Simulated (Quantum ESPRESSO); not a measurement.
# Energy of HfO₂ along an even scaling of the cell

System: HfO₂ (6 atoms in the cell).
Method: Kohn-Sham DFT of a periodic cell, LDA, GBRV 1.5 LDA, no spin polarisation (Quantum ESPRESSO 7.5).

The 7 runs differ only in the geometry, by an even scaling of the cell at fixed fractional positions. The structure derives from a Materials Project entry.

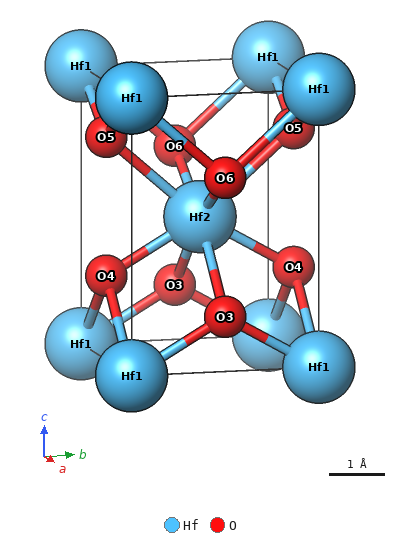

Figure 1. The structure of run 4 (ball-and-stick view of the cell of the calculation, seen slightly off an axis; atoms are numbered from 1 in the order of the input).

## Input of run 4
```
&CONTROL
  calculation = 'scf'
  prefix = 'pwscf'
  outdir = './tmp'
  pseudo_dir = './pseudo'
  tstress = .true.
  disk_io = 'nowf'
/
&SYSTEM
  ibrav = 0
  nat = 6
  ntyp = 2
  ecutwfc = 45
  ecutrho = 360
  nbnd = 33
  occupations = 'smearing'
  smearing = 'fd'
  degauss = 0.00367493
/
&ELECTRONS
  conv_thr = 1.2d-09
  electron_maxstep = 120
  mixing_beta = 0.5
/
ATOMIC_SPECIES
Hf   178.4900 hf_lda_v1.uspp.F.UPF
O     15.9990 o_lda_v1.2.uspp.F.UPF
CELL_PARAMETERS angstrom
   3.5580193300    0.0000000000    0.0000000000
   0.0000000000    3.5580193300    0.0000000000
   0.0000000000    0.0000000000    5.1718612100
ATOMIC_POSITIONS crystal
Hf     0.0000000000    0.0000000000    0.0000000000
Hf     0.5000000000    0.5000000000    0.5000000000
O      0.0000000000    0.5000000000    0.1972078800
O      0.5000000000    0.0000000000    0.3027921200
O      0.5000000000    0.0000000000    0.8027921200
O      0.0000000000    0.5000000000    0.6972078800
K_POINTS automatic
8 8 5 0 0 0
```

Command:
```bash
OMP_NUM_THREADS=1 mpirun -n 2 pw.x -nk 2 -in pw.in > pw.out
```

Lattice vectors (Å) and fractional positions of run 4:
```
   3.558019    0.000000    0.000000
   0.000000    3.558019    0.000000
   0.000000    0.000000    5.171861
Hf  0.000000  0.000000  0.000000
Hf  0.500000  0.500000  0.500000
O   0.000000  0.500000  0.197208
O   0.500000  0.000000  0.302792
O   0.500000  0.000000  0.802792
O   0.000000  0.500000  0.697208
```

Run 3 differs from it as follows:
```diff
-   3.5580193300    0.0000000000    0.0000000000
-   0.0000000000    3.5580193300    0.0000000000
-   0.0000000000    0.0000000000    5.1718612100
+   3.5341392861    0.0000000000    0.0000000000
+   0.0000000000    3.5341392861    0.0000000000
+   0.0000000000    0.0000000000    5.1371496862
```

## Results, with one run withheld

| run | volume per atom (Å³) | free energy per atom, from the lowest run given (meV) | pressure (GPa) | gap on the mesh (eV) |
| --- | --- | --- | --- | --- |
| 1 | 10.257 | 11.64 | 11.47 | 4.80 |
| 2 | 10.476 | 0.00 | 4.88 | 4.73 |
| 3 | 10.694 | ? | ? | ? |
| 4 | 10.912 | 1.45 | −6.35 | 4.59 |
| 5 | 11.130 | 12.89 | −11.12 | 4.51 |
| 6 | 11.349 | 30.50 | −15.41 | 4.44 |
| 7 | 11.567 | 53.66 | −19.26 | 4.36 |

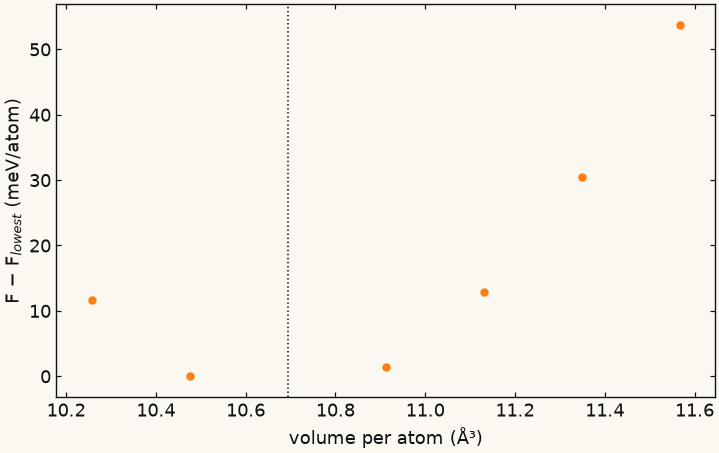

Figure 2. Free energy per atom of the runs given; the dotted line marks run 3.

Estimate the energy of run 3 from the others.

A cubic polynomial in V^(−2/3) (the Birch–Murnaghan form), fitted to the 6 runs given, misses them by at most 0.03 meV per atom. With x = V^(−2/3) − 0.20302 Å⁻², it reads F = 2.2263 − 3228.2 x + 4.8541e+05 x² + 2.6436e+05 x³ (meV per atom). At run 3 it gives −3.08 meV per atom, and the run itself gives −3.09. The slope of the fit gives a pressure −dF/dV of −0.64 GPa there, and the run prints −1.03 GPa. The two needn't agree exactly: the fit is approximate, and the printed stress is taken on a finite basis. The fit has its minimum at 10.669 Å³ per atom, where V d²F/dV² gives 277 GPa. Cell shape and fractional positions are held, so this is the stiffness under even scaling; the relaxed bulk modulus wasn't computed. The gap on the mesh goes, without turning, from 4.80 eV in run 1 to 4.36 eV in run 7; run 3 has 4.66 eV. These are gaps of this functional on this mesh, which can miss the band edges; they aren't the measured gap.

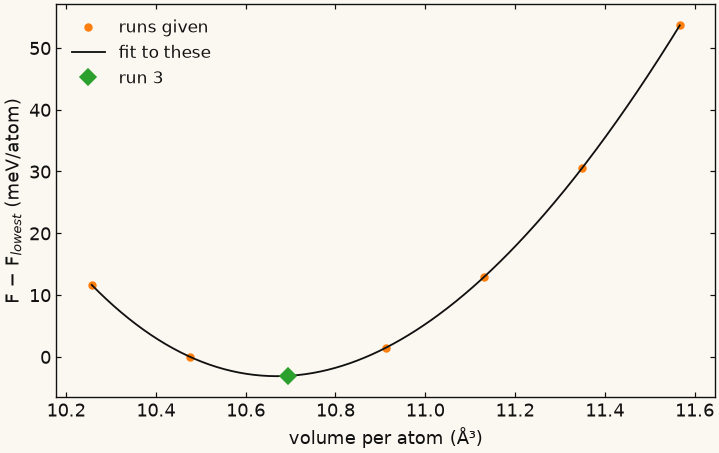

Figure 3. The fit and the withheld run.

## Some lines of the output (run 3)
```
[...]
     total energy              =    -447.02113119 Ry
     total energy              =    -447.27197662 Ry
     total energy              =    -447.31867366 Ry
     total energy              =    -447.32455025 Ry
     total energy              =    -447.32466054 Ry
     total energy              =    -447.32470001 Ry
     total energy              =    -447.32470150 Ry
     total energy              =    -447.32470235 Ry
     total energy              =    -447.32470236 Ry
     the Fermi energy is    14.2242 ev
!    total energy              =    -447.32470236 Ry
     The total energy is F=E-TS. E is the sum of the following terms:
     Computing stress (Cartesian axis) and pressure
          total   stress  (Ry/bohr**3)                   (kbar)     P=      -10.31
```

Notes on the run: negative rho. Spin–orbit coupling is left out, which matters for Hf.
